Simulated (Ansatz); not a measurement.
**Geometry relaxation of GaSb**

The run: geometry relaxation of GaSb (F-43m, 2 atoms in the cell). Method and program: DFT PBE+D3(BJ), scalar-relativistic, plane waves, PAW, no spin polarisation (Ansatz 0.2.0).

The structure derives from an entry of the Crystallography Open Database.

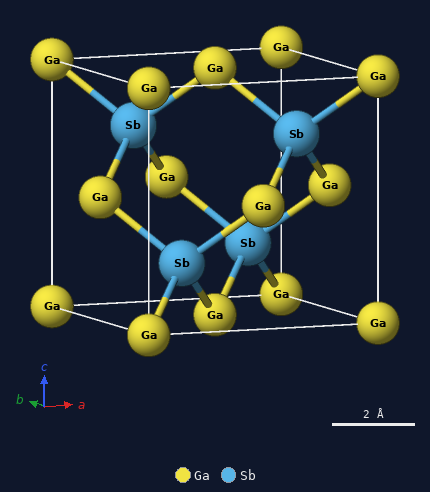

*The input geometry (ball-and-stick view of the cell 4 times as large as that of the calculation, set on its symmetry axes, seen slightly off an axis).*

Near neighbours in the crystal (not all of them lie inside the picture): Ga has 4 Sb at 2.65 Å; Sb has 4 Ga at 2.65 Å.

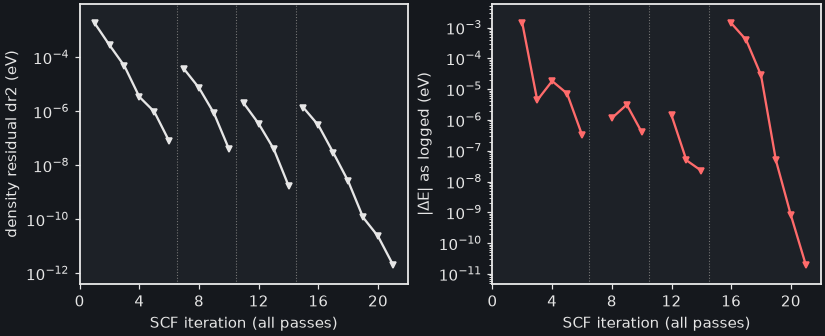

*Convergence of the self-consistent field: density residual dr2 and size of the energy change against the SCF iteration. The dotted lines part the SCF passes of the relaxation: geometry steps, rejected trials and re-solves on a re-selected basis.*

The passes take 6, 4, 4 and 7 iterations.

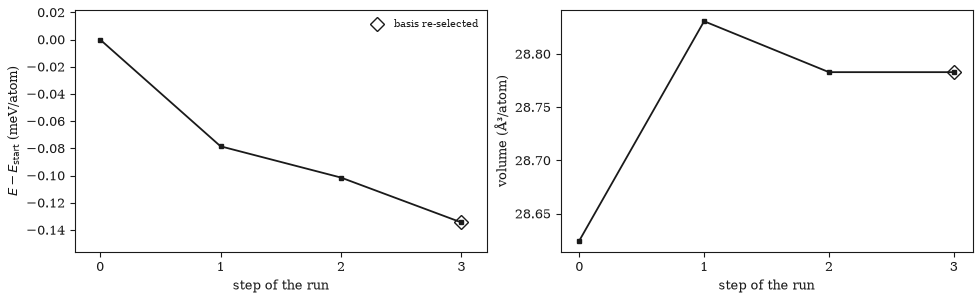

*Progress of the relaxation, step by step (the first geometry is step 0 here and step 1 in the log).*

Over 2 geometry steps the energy falls by 0.1 meV per atom. All forces vanish by symmetry, so only the cell relaxes. Pressure: 0.28 GPa at the start and 0.00 GPa at the end. No atom moves by more than 0.005 Å relative to the cell. A last SCF at the same geometry on a re-selected plane-wave basis shifts the energy by next to nothing (0.0 meV per atom).

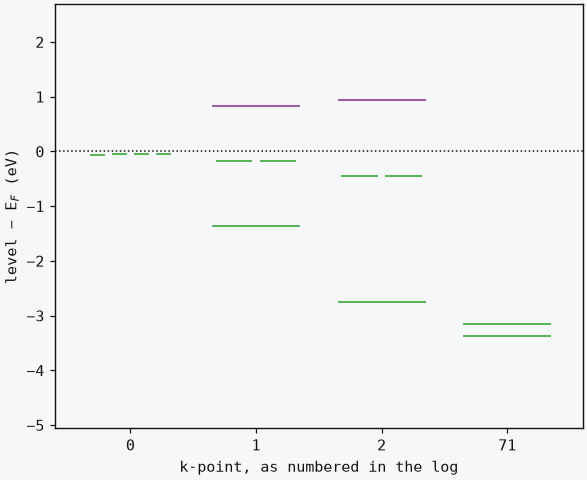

*Kohn–Sham levels near the Fermi level (dotted) at the few k-points that the log prints; levels within 0.02 eV of each other stand side by side.*

The system is metallic on the full mesh.

The input and output of the run follow.

## Input
```yaml
crystal:
  lattice:
    - [0.0, 3.059, 3.059]
    - [3.059, 0.0, 3.059]
    - [3.059, 3.059, 0.0]
  atoms:
    - { symbol: Ga, position: [0.0, 0.0, 0.0] }
    - { symbol: Sb, position: [0.75, 0.75, 0.75] }
basis:
  ecutwfc: 420
kpoints:
  mp_grid: { grid: [12, 12, 12] }
hamiltonian:
  xc: pbe
  dispersion: d3bj
scf:
  occupations: { method: gaussian, width: 0.1 }
output:
  forces: true
  stress: true
  eigenvalues: true
relax:
  adjacent_minimum: "off"
  f_tol: 0.005
  max_steps: 80
  cell: { stress_tol: 0.05 }
```

Command:
```bash
ansatz run input.yaml --threads 4 --pin off --max-ram 10240MiB --backend cpu --events-out ev --progress --plain --runs-dir out
```

## Log
```
Engine: ansatz 0.2.0, x86_64-unknown-linux-gnu
Pseudopotentials: kind: paw
Pseudopotential: Ga, paw, valence charge 13, recommended cutoff 420 eV (normal), Ga.paw.azcp
Pseudopotential: Sb, paw, valence charge 15, recommended cutoff 420 eV (normal), Sb.paw.azcp
Functional definition: PBE
  parameter kappa = 0.804
  parameter beta = 0.06672455060314922
  exchange = pbe_x(kappa = kappa, mu = beta*pi^2/3)
  correlation = pbe_c(beta = beta)
Crystal: 2 atoms, lattice volume = 57.249 Å³
Basis set: ecut = 420 eV, 1139 PW (Γ), exchange–correlation on 60×60×60 points (8 copies of the dense FFT grid, shifted against one another)
Bands: 18, of which v1, the nominal top of the filled ones, is band 14 counted from 1 (13 counted from 0)
Symmetry: 24 space group operations
Space group: F-43m (ITA 216), of the structure as read, at distance tolerance 3.9e-5 Å
k-points: 72 of 1728 (time reversal used)
Non-local potential: Ga, projectors of the file, l = 0: 2, l = 1: 2, l = 2: 3, l = 3: 1
Non-local potential: Sb, projectors of the file, l = 0: 2, l = 1: 2, l = 2: 2, l = 3: 2
PAW form: soft (Blöchl's): semilocal exchange-correlation on the pseudo side does not see the compensation charge
PAW one-centre angular grid: Ga, 590 points (default); XC on 64 Gauss nodes
PAW one-centre angular grid: Sb, 590 points (default); XC on 64 Gauss nodes
Initial density: superposition of atomic densities (neutral atoms: chi_scale 0, normalization atom), corrected by the library's trained network
Initial wavefunctions: pseudopotential atomic-orbital guess
Functional: x = pbe(κ = 0.804, μ = 0.2195149727645171), c = pbe(β = 0.06672455060314922)
SCF iter   1: F=—  HF=-10268.487631 eV  |F-HF|=—  |Δ(HF+E_count)|=         —  Δρ=1.40e-3  dr2=1.87e-3  ethr=1.77e-3  ⟨swp⟩=5.8  Hψ=6501  notcnv=0
preconditioner: auto → none  [insulator: Δε(μ)=0.371 eV  Ē_g=14.583 eV  σ=0.100 eV  W_gap=0.68  n_scr=14 (ndim 8)  ℏωp=20.8 eV  f_vac=0.091  D(μ)=0.02/eV (n_scr^D=0)  ε∞_Penn≈3.0]
SCF iter   2: F=—  HF=-10268.486228 eV  |F-HF|=—  |Δ(HF+E_count)|=   1.40e-3  Δρ=6.83e-4  dr2=2.86e-4  ethr=6.69e-6  ⟨swp⟩=2.0  Hψ=2519  notcnv=0
SCF iter   3: F=—  HF=-10268.486232 eV  |F-HF|=—  |Δ(HF+E_count)|=   4.37e-6  Δρ=2.89e-4  dr2=4.80e-5  ethr=1.02e-6  ⟨swp⟩=2.0  Hψ=1945  notcnv=0
SCF iter   4: F=—  HF=-10268.486251 eV  |F-HF|=—  |Δ(HF+E_count)|=   1.84e-5  Δρ=9.07e-5  dr2=3.46e-6  ethr=1.71e-7  ⟨swp⟩=2.0  Hψ=1945  notcnv=0
SCF iter   5: F=—  HF=-10268.486258 eV  |F-HF|=—  |Δ(HF+E_count)|=   7.24e-6  Δρ=5.13e-5  dr2=9.76e-7  ethr=1.23e-8  ⟨swp⟩=2.0  Hψ=2305  notcnv=0
SCF iter   6: F=-10268.486258 eV  HF=-10268.486258 eV  |F-HF|=2.44e-8  |Δ(HF+E_count)|=   3.32e-7  Δρ=1.75e-5  dr2=7.87e-8  ethr=3.57e-10  ⟨swp⟩=4.3  Hψ=6274  notcnv=0
SCF 1 converged in 6 iterations: F = -10268.486258 eV  dr2 = 7.87e-8
  greatest PAW one-centre occupation: 0.995 electrons in one spin orbital (limit 2), on the Sb atom at site 1 (counted from 0), in its partial waves of l = 2
relax step   1: F+E_penalty+E_count = -10268.48625763 eV  Δ(F+E_penalty+E_count) = +0.000e0 eV  max|allowed force component| = 1.665e-16 eV/Å  Δτ_max = 0.0000 Å  P = +0.279 GPa  Ω = 57.249 Å³  (6 SCF iters, dr2 threshold 1.00e-7 eV, accepted)
Crystal: 2 atoms, lattice volume = 57.661 Å³
Initial density: handed on by an earlier stage of this run
Initial wavefunctions: those handed on with the density
iter 1 solved again at ethr=2.65e-7 eV; its pass at ethr=3.10e-3 eV (dr2=7.43e-5 eV) is discarded
SCF iter   1: F=—  HF=-10268.486411 eV  |F-HF|=—  |Δ(HF+E_count)|=         —  Δρ=2.30e-4  dr2=3.69e-5  ethr=2.65e-7  ⟨swp⟩=3.0  Hψ=7849  notcnv=0
preconditioner: auto → none  [insulator: Δε(μ)=0.394 eV  Ē_g=14.535 eV  σ=0.100 eV  W_gap=0.78  n_scr=14 (ndim 8)  ℏωp=20.7 eV  f_vac=0.085  D(μ)=0.03/eV (n_scr^D=0)  ε∞_Penn≈3.0]
SCF iter   2: F=—  HF=-10268.486412 eV  |F-HF|=—  |Δ(HF+E_count)|=   1.15e-6  Δρ=1.12e-4  dr2=7.44e-6  ethr=1.32e-7  ⟨swp⟩=1.1  Hψ=1304  notcnv=0
SCF iter   3: F=—  HF=-10268.486416 eV  |F-HF|=—  |Δ(HF+E_count)|=   3.14e-6  Δρ=3.60e-5  dr2=8.58e-7  ethr=2.66e-8  ⟨swp⟩=2.0  Hψ=1945  notcnv=0
SCF iter   4: F=-10268.486415 eV  HF=-10268.486415 eV  |F-HF|=2.13e-8  |Δ(HF+E_count)|=   4.07e-7  Δρ=9.72e-6  dr2=4.10e-8  ethr=6.93e-10  ⟨swp⟩=6.9  Hψ=6680  notcnv=0
SCF 2 converged in 4 iterations: F = -10268.486415 eV  dr2 = 4.10e-8
relax step   2: F+E_penalty+E_count = -10268.48641516 eV  Δ(F+E_penalty+E_count) = -1.575e-4 eV  max|allowed force component| = 3.701e-17 eV/Å  Δτ_max = 0.0000 Å  P = -0.084 GPa  Ω = 57.661 Å³  energy of the carried Pulay correction = -9.147e-5 eV  (4 SCF iters, dr2 threshold 1.94e-7 eV, accepted)
Crystal: 2 atoms, lattice volume = 57.566 Å³
iter 1 solved again at ethr=1.44e-8 eV; its pass at ethr=3.10e-3 eV (dr2=4.02e-6 eV) is discarded
SCF iter   1: F=—  HF=-10268.486463 eV  |F-HF|=—  |Δ(HF+E_count)|=         —  Δρ=5.17e-5  dr2=1.99e-6  ethr=1.44e-8  ⟨swp⟩=2.8  Hψ=7821  notcnv=0
preconditioner: auto → none  [insulator: Δε(μ)=0.397 eV  Ē_g=14.544 eV  σ=0.100 eV  W_gap=0.78  n_scr=14 (ndim 8)  ℏωp=20.8 eV  f_vac=0.084  D(μ)=0.03/eV (n_scr^D=0)  ε∞_Penn≈3.0]
SCF iter   2: F=—  HF=-10268.486461 eV  |F-HF|=—  |Δ(HF+E_count)|=   1.43e-6  Δρ=2.38e-5  dr2=3.49e-7  ethr=7.12e-9  ⟨swp⟩=1.3  Hψ=1365  notcnv=0
SCF iter   3: F=—  HF=-10268.486461 eV  |F-HF|=—  |Δ(HF+E_count)|=   4.93e-8  Δρ=8.17e-6  dr2=4.14e-8  ethr=1.25e-9  ⟨swp⟩=2.0  Hψ=1945  notcnv=0
SCF iter   4: F=-10268.486461 eV  HF=-10268.486461 eV  |F-HF|=5.20e-10  |Δ(HF+E_count)|=   2.25e-8  Δρ=2.10e-6  dr2=1.77e-9  ethr=6.23e-11  ⟨swp⟩=5.1  Hψ=5002  notcnv=0
SCF 3 converged in 4 iterations: F = -10268.486461 eV  dr2 = 1.77e-9
relax step   3: F+E_penalty+E_count = -10268.48646132 eV  Δ(F+E_penalty+E_count) = -4.616e-5 eV  max|allowed force component| = 1.908e-17 eV/Å  Δτ_max = 0.0000 Å  P = -0.000 GPa  Ω = 57.566 Å³  energy of the carried Pulay correction = -7.031e-5 eV  (4 SCF iters, dr2 threshold 1.74e-8 eV, accepted)
Initial wavefunctions: pseudopotential atomic-orbital guess (no wavefunctions were taken with the density)
iter 1 solved again at ethr=3.15e-7 eV; its pass at ethr=3.10e-3 eV (dr2=8.82e-5 eV) is discarded
SCF iter   1: F=—  HF=-10268.484701 eV  |F-HF|=—  |Δ(HF+E_count)|=         —  Δρ=3.01e-4  dr2=1.37e-6  ethr=3.15e-7  ⟨swp⟩=3.1  Hψ=9807  notcnv=0
preconditioner: auto → none  [insulator: Δε(μ)=0.398 eV  Ē_g=14.544 eV  σ=0.100 eV  W_gap=0.79  n_scr=14 (ndim 8)  ℏωp=20.8 eV  f_vac=0.084  D(μ)=0.03/eV (n_scr^D=0)  ε∞_Penn≈3.0]
SCF iter   2: F=—  HF=-10268.486098 eV  |F-HF|=—  |Δ(HF+E_count)|=   1.40e-3  Δρ=1.50e-4  dr2=3.08e-7  ethr=4.88e-9  ⟨swp⟩=2.5  Hψ=1692  notcnv=0
SCF iter   3: F=—  HF=-10268.486499 eV  |F-HF|=—  |Δ(HF+E_count)|=   4.01e-4  Δρ=3.96e-5  dr2=2.94e-8  ethr=1.10e-9  ⟨swp⟩=2.0  Hψ=1574  notcnv=0
SCF iter   4: F=—  HF=-10268.486527 eV  |F-HF|=—  |Δ(HF+E_count)|=   2.86e-5  Δρ=2.30e-6  dr2=2.59e-9  ethr=1.05e-10  ⟨swp⟩=2.3  Hψ=1745  notcnv=0
SCF iter   5: F=—  HF=-10268.486527 eV  |F-HF|=—  |Δ(HF+E_count)|=   4.89e-8  Δρ=4.99e-7  dr2=1.17e-10  ethr=9.25e-12  ⟨swp⟩=2.7  Hψ=2306  notcnv=0
SCF iter   6: F=—  HF=-10268.486527 eV  |F-HF|=—  |Δ(HF+E_count)|=  8.19e-10  Δρ=2.28e-7  dr2=2.36e-11  ethr=1.00e-12  ⟨swp⟩=6.8  Hψ=6057  notcnv=0
SCF iter   7: F=-10268.486527 eV  HF=-10268.486527 eV  |F-HF|=7.28e-12  |Δ(HF+E_count)|=  2.00e-11  Δρ=5.03e-8  dr2=2.08e-12  ethr=1.00e-12  ⟨swp⟩=5.9  Hψ=5469  notcnv=0
SCF 4 converged in 7 iterations: F = -10268.486527 eV  dr2 = 2.08e-12
relax step   4: F+E_penalty+E_count = -10268.48652734 eV  Δ(F+E_penalty+E_count) = -6.602e-5 eV  max|allowed force component| = 3.065e-17 eV/Å  Δτ_max = 0.0000 Å  P = -0.001 GPa  Ω = 57.566 Å³  stress off target by 1.13e-3 GPa  SCF on the basis re-selected at this cell (its energy is not comparable with the rows above)  (7 SCF iters)
basis re-selected at this cell: Δ(F+E_penalty+E_count) = -6.602e-5 eV, ΔP = -0.001 GPa vs the last step (what re-selecting the basis moved, of the pressure what is left beyond the Pulay correction that the steps carried, after the strain that the cell walked since its last selection, with what the two solves' SCF thresholds leave and, on support functions, any second-order correction that the steps lacked; it is no measure of the basis error at this ecutwfc). This SCF's stress stands 1.13e-3 GPa from its target on what of the cell is left free (relax.cell.stress_tol is 5.00e-2 GPa) and its largest allowed force component is 3.06e-17 eV/Å (relax.f_tol is 5.00e-3 eV/Å): within both
SCF converged after 7 iterations
Free energy (F): -10268.486527 eV
Harris-Foulkes:  -10268.486527 eV  (|F-HF|=7.28e-12)
Internal energy: -10268.486396 eV  (E = F + TS)
E sigma→0 (E₀):  -10268.486462 eV
Entropy (-TS):   -0.000132 eV (-0.066 meV/atom)
Fermi energy:    7.691584 eV
--- Per-component energies (eV) ---
  E_band       = -262.649556
  E_kinetic    = 323.005555
  E_local      = -3921.049980  (includes V_loc(G=0)·N_el)
  E_nonlocal   = 787.117387
  E_hartree    = 1804.514610
  E_xc         = -207.364381
  E_vxc        = -154.018517  (∫ρ·V_xc dr)
  E_paw        = -6564.710695  (= ΣΔE_a)
  E_vpaw       = -906.733138  (= ΣTr[D̂ρ^β])
  E_aug_tail   = -0.000121  (compensation charges beyond the density's cutoff)
  E_ewald      = -2489.337628
  E_disp       = -0.661144  (pairwise vdW)
  E_smearing   = -0.000132  (= −TS)
  E_closure    = 0.000000  (closes the sum)
  Σ components = -10268.486527   (vs F -10268.486527, Δ=0.00e0)
--- Forces (eV/Å), atoms counted from 1 ---
  atom   1  Ga    -0.00000000    -0.00000000     0.00000000
  atom   2  Sb     0.00000000     0.00000000    -0.00000000
  max |Σ_I F_I| component: 4.74e-17 eV/Å
--- Stress (GPa, compression-positive) ---
       -0.001127      -0.000000      -0.000000
       -0.000000      -0.001127       0.000000
       -0.000000       0.000000      -0.001127
  P = ⅓ Tr σ = -0.0011 GPa (-0.011 kbar)
--- Band table (eV; the first three rows and the last of 72) ---
  k-point 0: bands = ["-21.1180", "-21.1180", "-21.1180", "-21.0991", "-21.0991", "-7.3508", "-7.3508", "-7.3508", "-7.3022", "-7.3022", "-3.8032", "7.6308", "7.6358", "7.6358", "7.6358", "10.4259", "10.4259", "10.4259"]
  k-point 1: bands = ["-21.1180", "-21.1178", "-21.1178", "-21.0990", "-21.0990", "-7.3527", "-7.3499", "-7.3499", "-7.3023", "-7.3023", "-3.7321", "6.3208", "7.5141", "7.5141", "8.5118", "10.5938", "10.5938", "10.6786"]
  k-point 2: bands = ["-21.1178", "-21.1173", "-21.1173", "-21.0989", "-21.0989", "-7.3579", "-7.3476", "-7.3476", "-7.3026", "-7.3026", "-3.5232", "4.9352", "7.2384", "7.2384", "8.6342", "10.9638", "10.9638", "11.5798"]
  k-point 71: bands = ["-21.1173", "-21.1158", "-21.1122", "-21.0996", "-21.0972", "-7.3901", "-7.3326", "-7.3279", "-7.3080", "-7.3029", "-1.3349", "0.9953", "4.3199", "4.5406", "11.3043", "11.9694", "12.0432", "12.4095"]
--- Relaxed structure (3 steps of the walk, 3 accepted, 1 SCFs on fresh bases) ---
  F+E_penalty+E_count = -10268.48652734 eV   max|allowed force component| = 3.065e-17 eV/Å   (the final SCF, on the basis selected at the relaxed cell)
  cell:  # Å, volume = 57.5657 Å³
    - [-1.082766556990313e-33, 3.0646299471175893, 3.0646299471175893]
    - [3.0646299471175893, 4.280112507632295e-33, 3.0646299471175893]
    - [3.0646299471175893, 3.0646299471175893, 7.767257742645215e-33]
  atoms:
    - { symbol: Ga, position: [1.888783861772379e-33, -1.6579325008890878e-33, -1.7838514250072467e-33] }
    - { symbol: Sb, position: [0.75, 0.75, 0.75] }
```

## Trajectory as extended XYZ (Å, eV, eV/Å), 4 frames, from step=1 to step=4
```
2
Lattice="0.0000 3.0590 3.0590 3.0590 0.0000 3.0590 3.0590 3.0590 0.0000" Properties=species:S:1:pos:R:3:forces:R:3 step=1 energy=-10268.48626 pressure_GPa=0.28
Ga    0.0000    0.0000    0.0000    0.0000   0.0000   0.0000
Sb    4.5885    4.5885    4.5885    0.0000   0.0000   0.0000
2
Lattice="0.0000 3.0663 3.0663 3.0663 0.0000 3.0663 3.0663 3.0663 0.0000" Properties=species:S:1:pos:R:3:forces:R:3 step=2 energy=-10268.48641 pressure_GPa=-0.08
Ga    0.0000    0.0000    0.0000    0.0000   0.0000   0.0000
Sb    4.5995    4.5995    4.5995    0.0000   0.0000   0.0000
2
Lattice="0.0000 3.0646 3.0646 3.0646 0.0000 3.0646 3.0646 3.0646 0.0000" Properties=species:S:1:pos:R:3:forces:R:3 step=3 energy=-10268.48646 pressure_GPa=-0.00
Ga    0.0000    0.0000    0.0000    0.0000   0.0000   0.0000
Sb    4.5969    4.5969    4.5969    0.0000   0.0000   0.0000
2
Lattice="0.0000 3.0646 3.0646 3.0646 0.0000 3.0646 3.0646 3.0646 0.0000" Properties=species:S:1:pos:R:3:forces:R:3 step=4 energy=-10268.48653 pressure_GPa=-0.00
Ga    0.0000    0.0000    0.0000    0.0000   0.0000   0.0000
Sb    4.5969    4.5969    4.5969    0.0000   0.0000   0.0000
```

## Summary

| quantity | value |
| --- | --- |
| outcome | converged |
| space group (tolerance 0.01 Å) | F-43m (216) |
| electrons treated | 28 |
| free energy | −10268.4865 eV |
| Fermi energy | 7.692 eV |
| gap on the k-point mesh | none (metallic) |
| pressure | 0.00 GPa |
| final volume | 57.57 Å³ |
| largest force (length of the vector) at the end | under 0.001 eV/Å |
| final cell | a = 4.334 Å, b = 4.334 Å, c = 4.334 Å, α = 60.00°, β = 60.00°, γ = 60.00° |
| hardware | 4 threads of Intel Xeon (Granite Rapids), 176 GiB of memory available, shared host |
| wall time | 10 s (CPU time 36 s) |
| peak memory | 0.48 GiB |
